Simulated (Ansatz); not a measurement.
# Calculations on H₆C₃O

**1. Relaxation**

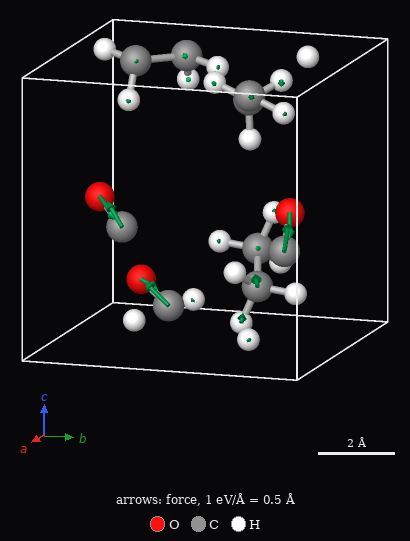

Starting geometry of an amorphous cell of composition H6C3O with the computed forces as green arrows. The picture is a ball-and-stick view of the cell of the calculation, seen slightly off an axis.

The cell holds 3 CO + 3 C2H6. The run prepares the start of a later molecular dynamics calculation, from a guessed geometry.

These are results of DFT PBE, scalar-relativistic, plane waves, PAW (Ansatz), not measurements. Set-up: plane-wave cutoff 420 eV; k-point mesh 1 × 1 × 1; occupations fermi dirac; smearing width 0.05 eV; no spin polarisation; atoms relaxed in a fixed cell; force threshold 0.3 eV/Å; at most 15 steps.

Is this structure relaxed? If not, where do the atoms go?

It isn't relaxed: the largest force vector, on O atoms, is 2.18 eV/Å. The final displacements have little in common with the starting forces (cosine between the two patterns 0.26). The atom that moves furthest is an O atom (1.25 Å along [−3 2 0]). By element the largest moves are O 1.25 Å, C 1.07 Å, H 1.01 Å. The cell doesn't change. Among the contacts that change: C–O 1.150 → 1.137 Å, C–H 1.093 → 1.099 Å. After 11 accepted moves (14 points after the start) the energy has fallen by 47.6 meV per atom. The largest force component goes from 1.8 to 0.13 eV/Å. The line search rejected the trial step at point 10 of the run. 2 steps only repeated the SCF at the same geometry. The forces were under the threshold at step 7, but the run went on from there. The run took 33 s on 1 thread of Arm Neoverse V2, on a shared host, peak memory 0.42 GiB.

Limits of the set-up: the program's low-accuracy preset was used; the periodic images lie only 7.7 Å apart, so the values are limited by the cell's size.

**2. Dynamics**

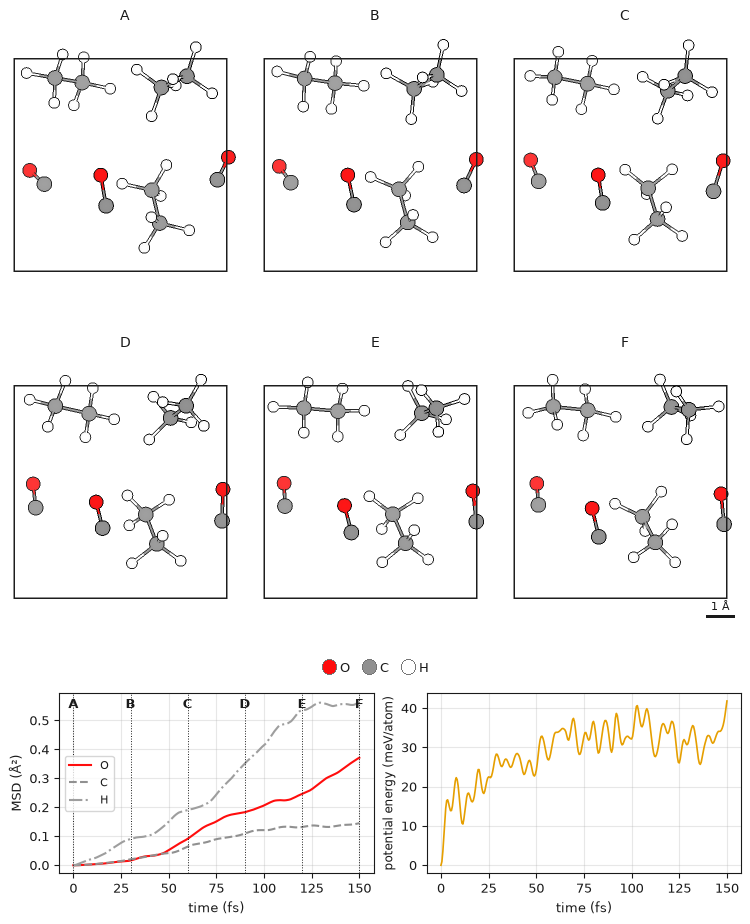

A Born-Oppenheimer molecular dynamics run of a periodic cell with 3 CO + 3 C2H6 at 0.643 g/cm³, 150 fs long. Frames (A at 0 fs, B at 30 fs, C at 60 fs, D at 90 fs, E at 120 fs, F at 150 fs) and the history of the run. Style: ball-and-stick. Shown: the simulation cell, along the a axis. Atoms that leave the cell re-enter on the other side.

All numbers below come from DFT PBE, scalar-relativistic, plane waves, PAW (Ansatz 0.2.0). Run with plane-wave cutoff 420 eV; k-point mesh 1 × 1 × 1; Fermi-Dirac smearing 0.05 eV; low-accuracy preset; Langevin thermostat (NVT); set temperature 300 K; time step 0.5 fs; friction 0.02 per fs.

The input:
```yaml
accuracy: low
crystal:
  lattice:
    - [7.663094, 0.0, 0.0]
    - [0.0, 7.663094, 0.0]
    - [0.0, 0.0, 7.663094]
  atoms:
    - { symbol: O, position: [0.15765648, 0.06902492, 0.4700603] }
    - { symbol: C, position: [0.27207343, 0.13777826, 0.40577746] }
    - { symbol: O, position: [0.66532097, 1.00380352, 0.53206316] }
    - { symbol: C, position: [0.75549761, 0.95202859, 0.42629601] }
    - { symbol: O, position: [0.85123307, 0.40328043, 0.44780704] }
    - { symbol: C, position: [0.87677356, 0.42812102, 0.30382339] }
    - { symbol: C, position: [0.18890817, 0.31547129, 0.8836131] }
    - { symbol: C, position: [0.3404793, 0.1877938, 0.90494308] }
    - { symbol: H, position: [0.23583358, 0.44785356, 0.85465879] }
    - { symbol: H, position: [0.10159798, 0.27670626, 0.7767393] }
    - { symbol: H, position: [0.10892532, 0.32337894, 1.00231952] }
    - { symbol: H, position: [0.29358425, 0.05424657, 0.92831481] }
    - { symbol: H, position: [0.42358903, 0.18423206, 0.78809351] }
    - { symbol: H, position: [0.42433315, 0.22411384, 1.01555321] }
    - { symbol: C, position: [0.4396681, 0.68034158, 0.22249048] }
    - { symbol: C, position: [0.3195878, 0.6435988, 0.3771234] }
    - { symbol: H, position: [0.39803589, 0.60840668, 0.10574257] }
    - { symbol: H, position: [0.44189508, 0.81952105, 0.18816337] }
    - { symbol: H, position: [0.57477275, 0.6414106, 0.25018134] }
    - { symbol: H, position: [0.36254138, 0.71214043, 0.49558023] }
    - { symbol: H, position: [0.1851374, 0.68530247, 0.34982235] }
    - { symbol: H, position: [0.31655159, 0.503685, 0.40782305] }
    - { symbol: C, position: [0.93244485, 0.80878669, 0.91340978] }
    - { symbol: C, position: [0.78232913, 0.68877263, 0.86026142] }
    - { symbol: H, position: [0.92016017, 0.85070057, 1.05003749] }
    - { symbol: H, position: [1.05911729, 0.74291631, 0.89973005] }
    - { symbol: H, position: [0.93646442, 0.92727553, 0.83268523] }
    - { symbol: H, position: [0.79659244, 0.6423519, 0.72521485] }
    - { symbol: H, position: [0.77634363, 0.57286468, 0.94436452] }
    - { symbol: H, position: [0.65596699, 0.75603071, 0.86992579] }
basis:
  ecutwfc: 420.0
kpoints:
  mp_grid: { grid: [1, 1, 1] }
hamiltonian:
  xc: pbe
scf:
  occupations: { method: fermi_dirac, width: 0.05 }
  lower_state_search: "off"
md:
  timestep: 0.5
  n_steps: 300
  ensemble: nvt_langevin
  temperature: 300.0
  initial_velocities: maxwell_boltzmann
  seed: 59004
  friction: 0.02
```

Command:
```bash
ansatz run input.yaml --threads 1 --pin off --max-ram 3072MiB --backend cpu --events-out ev --progress --plain --runs-dir out
```

Q: Describe the run.

A: Root-mean-square distances from the starting positions over the second half, with the common drift of all atoms taken out: H 0.68 Å, O 0.49 Å, C 0.35 Å. The heavy atoms stay within a fraction of a molecule's size of their starting places; so short a run doesn't tell a liquid from a solid. Over the second half the temperature averages 304 K (spread ±30 K). The potential energy in the second half lies on average 33.2 meV per atom above the first frame.

Limits of the set-up: the program's low-accuracy preset was used; the periodic images lie only 7.7 Å apart, so the values are limited by the cell's size.

Cost: 8.9 min on 1 thread of Arm Neoverse V2, on a shared host, peak memory 0.45 GiB.

**3. Dynamics**

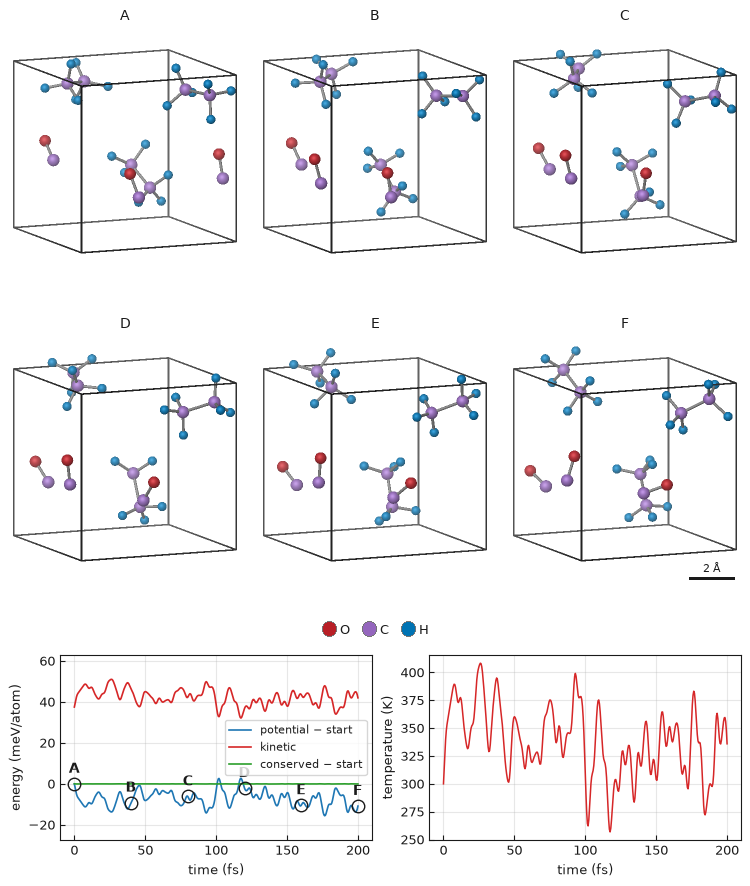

First-principles dynamics of a periodic cell with 3 CO + 3 C2H6 at 0.643 g/cm³, 200 fs long. It starts from the last geometry of an earlier run, with fresh velocities. Frames (A at 0 fs, B at 40 fs, C at 80 fs, D at 120 fs, E at 160 fs, F at 200 fs) and the history of the run. Style: ball-and-stick. Shown: the simulation cell, slightly off an axis. Atoms that leave the cell re-enter on the other side.

The calculation used DFT PBE, scalar-relativistic, plane waves, PAW in Ansatz. Set-up: plane-wave cutoff 420 eV; k-point mesh 1 × 1 × 1; Fermi-Dirac smearing 0.05 eV; low-accuracy preset; Nosé-Hoover thermostat (NVT); set temperature 300 K; time step 0.5 fs; thermostat time 200.0 fs.

Input file:
```yaml
accuracy: low
crystal:
  lattice:
    - [7.663094, 0.0, 0.0]
    - [0.0, 7.663094, 0.0]
    - [0.0, 0.0, 7.663094]
  atoms:
    - { symbol: O, position: [0.17210487, 0.12109025, 0.53552881] }
    - { symbol: C, position: [0.27833855, 0.12841482, 0.43483949] }
    - { symbol: O, position: [0.7605539, 0.98778219, 0.48677273] }
    - { symbol: C, position: [0.78625974, 1.00193359, 0.34394991] }
    - { symbol: O, position: [0.83370487, 0.38107869, 0.41888513] }
    - { symbol: C, position: [0.89298277, 0.41254701, 0.28472939] }
    - { symbol: C, position: [0.20282717, 0.36042198, 0.88042128] }
    - { symbol: C, position: [0.3267188, 0.19848329, 0.89701271] }
    - { symbol: H, position: [0.25303806, 0.49229934, 0.84923532] }
    - { symbol: H, position: [0.1280538, 0.33885756, 0.76138412] }
    - { symbol: H, position: [0.11031401, 0.34819281, 0.97940436] }
    - { symbol: H, position: [0.2656768, 0.08004124, 0.86800817] }
    - { symbol: H, position: [0.44140275, 0.21701046, 0.81241094] }
    - { symbol: H, position: [0.38710708, 0.19530494, 1.02373295] }
    - { symbol: C, position: [0.44798291, 0.67860886, 0.25877318] }
    - { symbol: C, position: [0.30861739, 0.61822024, 0.37882747] }
    - { symbol: H, position: [0.51379998, 0.57620303, 0.18835906] }
    - { symbol: H, position: [0.40192366, 0.77146135, 0.16458901] }
    - { symbol: H, position: [0.53831163, 0.75728592, 0.34308898] }
    - { symbol: H, position: [0.31809554, 0.70692567, 0.49763931] }
    - { symbol: H, position: [0.1815028, 0.63053237, 0.31212809] }
    - { symbol: H, position: [0.31758672, 0.48878539, 0.4404358] }
    - { symbol: C, position: [0.97193664, 0.83590686, 0.88256611] }
    - { symbol: C, position: [0.80081342, 0.7543274, 0.89555007] }
    - { symbol: H, position: [0.9637296, 0.97687123, 0.89797134] }
    - { symbol: H, position: [1.07877852, 0.77756938, 0.9684873] }
    - { symbol: H, position: [1.0098621, 0.82615645, 0.74364637] }
    - { symbol: H, position: [0.78168022, 0.6437025, 0.80305017] }
    - { symbol: H, position: [0.78327088, 0.70043703, 1.02473755] }
    - { symbol: H, position: [0.69408617, 0.84386148, 0.85555371] }
basis:
  ecutwfc: 420.0
kpoints:
  mp_grid: { grid: [1, 1, 1] }
hamiltonian:
  xc: pbe
scf:
  occupations: { method: fermi_dirac, width: 0.05 }
  lower_state_search: "off"
md:
  timestep: 0.5
  n_steps: 400
  ensemble: nvt_nose_hoover
  temperature: 300.0
  initial_velocities: maxwell_boltzmann
  seed: 486691
  nose_hoover: { tau: 200.0, chain_length: 1 }
```

Launched with:
```bash
ansatz run input.yaml --threads 1 --pin off --max-ram 3072MiB --backend cpu --events-out ev --progress --plain --runs-dir out
```

> What do the frames and curves show?

The mean temperature in the second half is 323 K (standard deviation 28 K). The potential energy in the second half lies on average 7.0 meV per atom below the first frame. In the second half of the run the atoms are, in the root-mean-square, this far from where they began (common drift taken out): H 1.40 Å, O 1.07 Å, C 0.75 Å. The heavy atoms stay within a fraction of a molecule's size of their starting places; so short a run doesn't tell a liquid from a solid. The conserved quantity stays between −0.1 and 0.028 meV per atom of its start. A straight-line fit has a slope that amounts to −0.014 meV per atom over 200 fs (under 0.1 % of the mean kinetic energy), and the ripple about it is 0.6 % of the kinetic energy's fluctuation. With a drift under 2 % and a ripple under 7 %, the integration is accurate.

Limits of the set-up: the program's low-accuracy preset was used; the periodic images lie only 7.7 Å apart, so the values are limited by the cell's size.
